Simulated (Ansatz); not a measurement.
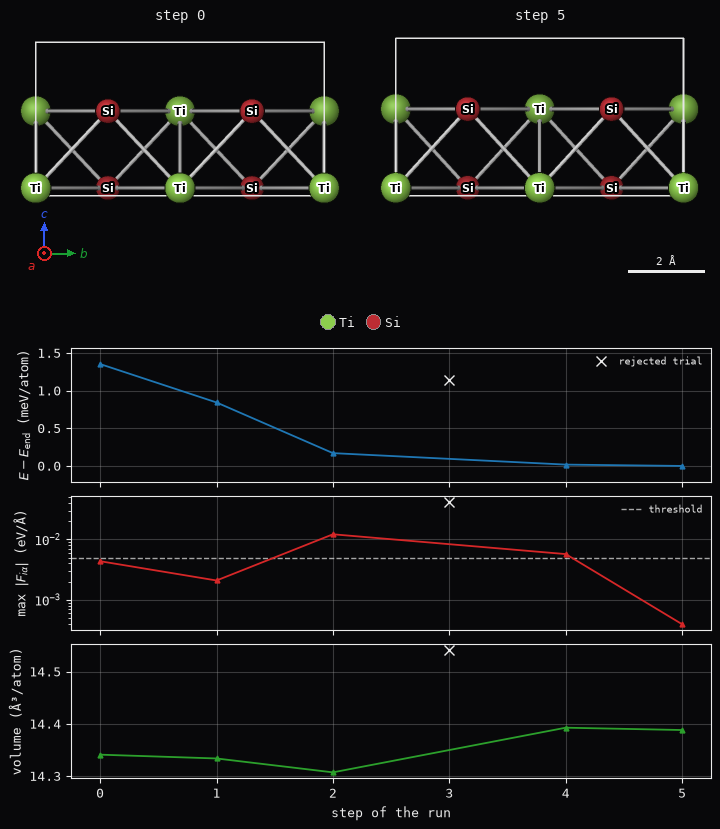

First and last geometry of a relaxation of solid TiSi (set up in Cmmm), with the history of the run. The picture is a ball-and-stick view of the cell of the calculation, seen along the a axis.

Method: Ansatz, DFT r2SCAN, scalar-relativistic, plane waves, PAW. (plane-wave cutoff 500 eV; k-point mesh 10 × 6 × 10; occupations gaussian; smearing width 0.1 eV; no spin polarisation; cell and atoms relaxed; force threshold 0.005 eV/Å; at most 80 steps)

**Did the run converge, and what did it change?**

The run was cut off at its time limit before the program reported convergence, but its last step already meets the force threshold: the largest component is 0.00039 eV/Å against 0.005 eV/Å. The pressure is within 0.02 GPa of its target. The atoms keep their places relative to the cell (all moves are under 0.005 Å). The volume changes by +0.3 %, with a 3.694 → 3.626 Å (−1.8 %), b 7.633 → 7.615 Å (−0.2 %), c 4.069 → 4.168 Å (+2.4 %). Near-neighbour distances that change, for instance: Si–Ti 2.789 → 2.823 Å, Si–Ti 2.656 → 2.629 Å, Ti–Ti 2.748 → 2.762 Å. The space group stays Cmmm (No. 65). After 4 accepted moves (5 points after the start) the energy has fallen by 1.4 meV per atom. The largest force component goes from 0.0044 to 0.00039 eV/Å. The pressure goes from −0.14 to 0.02 GPa. The line search rejected the trial step at point 3 of the run.
